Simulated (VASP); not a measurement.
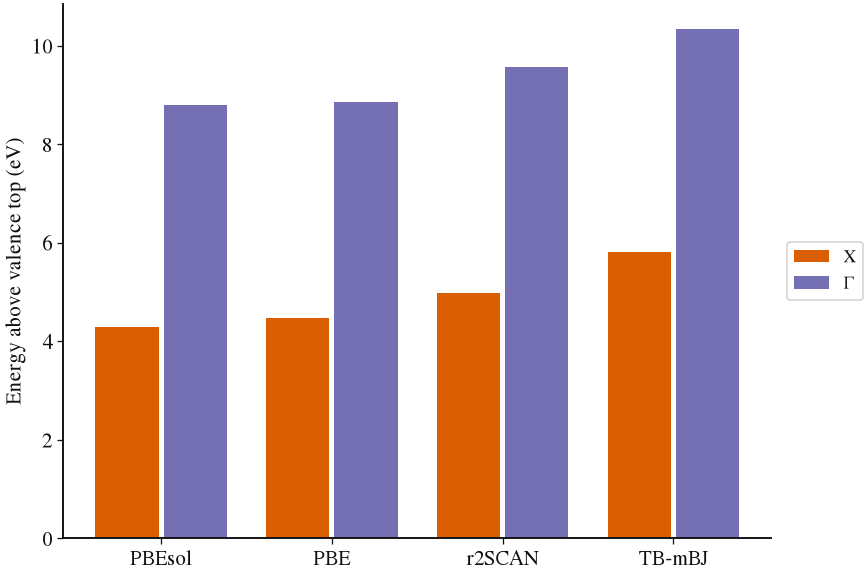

Lowest conduction level at each named k point, counted from the valence-band top at Γ, by several methods on one cell of zincblende BN, space group F-43m, 2 atoms in the primitive cell; cubic a = 3.606 Å. All runs are without spin-orbit coupling and carry no moments.

| method | program | X (eV) | Γ (eV) |
| --- | --- | --- | --- |
| PBEsol | VASP | 4.28 | 8.79 |
| PBE | VASP | 4.47 | 8.85 |
| r2SCAN | VASP | 4.98 | 9.56 |
| TB-mBJ | VASP | 5.80 | 10.33 |

### One method is left out: PBE0. Predict its row. It was run as: PBE0, VASP PAW PBE potentials, release 64 (B, N), 8×8×8 k mesh, 520 eV cutoff, Gaussian smearing of 0.03 eV (VASP).

Exact exchange opens the gap over the semilocal values shown, the highest of which is 5.80 eV (TB-mBJ) at X. PBE0 gives 6.55 eV at X and 11.35 eV at Γ, which is +2.08 eV from PBE at X.

### Does PBE0 shift these levels rigidly from PBE?

The shifts are +2.08 eV at X and +2.50 eV at Γ, and at points that aren't plotted +2.48 eV (L): over the named points that both runs hold, a spread of 0.42 eV on a mean of 2.35 eV, so one shift describes them only roughly.

### How do the methods rank at X?

From low to high: PBEsol 4.28, PBE 4.47, r2SCAN 4.98, TB-mBJ 5.80, PBE0 6.55 eV.

Settings. PBEsol: VASP PAW PBE potentials, release 64 (B, N), 14×14×14 k mesh, 600 eV cutoff, Gaussian smearing of 0.03 eV (VASP 6.6.1). PBE: PBE with D3(BJ) dispersion, VASP PAW PBE potentials, release 64 (B, N), 14×14×14 k mesh, 600 eV cutoff, Gaussian smearing of 0.03 eV (VASP). r2SCAN: VASP PAW PBE potentials, release 64 (B, N), 14×14×14 k mesh, 520 eV cutoff, Gaussian smearing of 0.03 eV (VASP 6.6.1). TB-mBJ: VASP PAW PBE potentials, release 64 (B, N), 14×14×14 k mesh, 520 eV cutoff, Gaussian smearing of 0.03 eV (VASP 6.6.1).

These are five of the 8 methods that were run on this cell. PBEsol, r2SCAN, TB-mBJ and PBE0: the PAW data sets were made with another functional. LDA, GGA and most meta-GGA functionals understate gaps. The usual form of BN is layered hexagonal. The cell was derived from a database entry in an earlier step, so it needn't be the measured one. The usual form of BN is layered hexagonal. TB-mBJ: this is a model potential built to give gaps, with no total energy.
